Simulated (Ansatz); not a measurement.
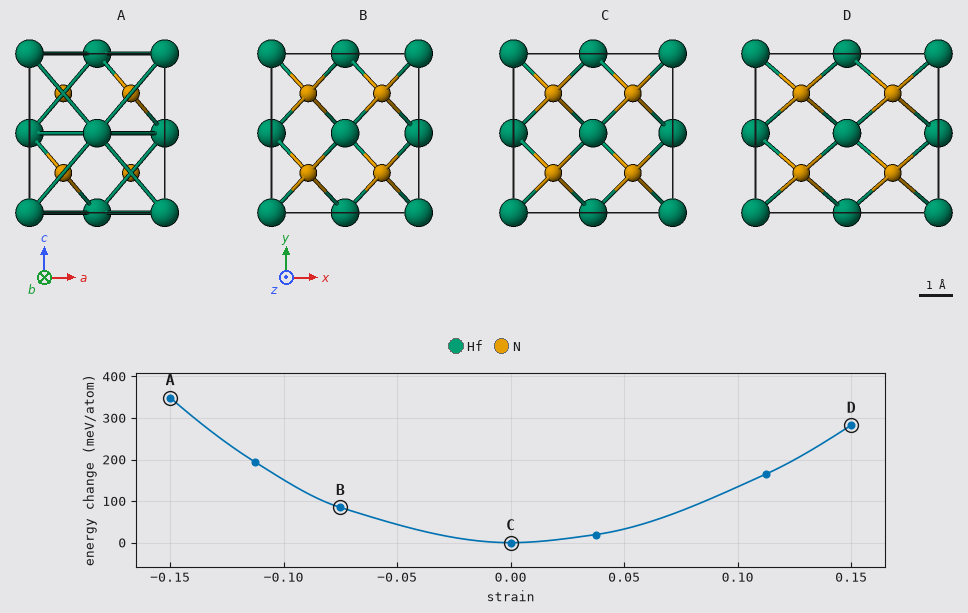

A scan of crystalline HfN (F-43m): the cell is strained along x alone, with the atoms kept at their fractional coordinates. x, y and z are the Cartesian axes of the input. The lettered frames are marked on the plot. The picture is a ball-and-stick view of the conventional cell (4 times the calculation's cell), seen along the b axis. Lengths and directions refer to the drawn axes.

Theory: Ansatz 0.2.0, DFT r2SCAN, scalar-relativistic, plane waves, PAW. Set-up: plane-wave cutoff 500 eV; k-point mesh 22 × 22 × 22; occupations gaussian; smearing width 0.15 eV; no spin polarisation. Energies (free energies at the smearing named) are counted from the relaxed crystal.

Question: What does the scan show?

Answer: Of the computed points the lowest is at the strain 0.00, 0 meV/atom. The end points stand at 349 meV/atom (−0.15) and 283 meV/atom (0.15). The distortion takes the space group from F-43m to I-4m2. At the strain −0.15 the cell of the drawing goes a 4.892 → 4.158 Å.
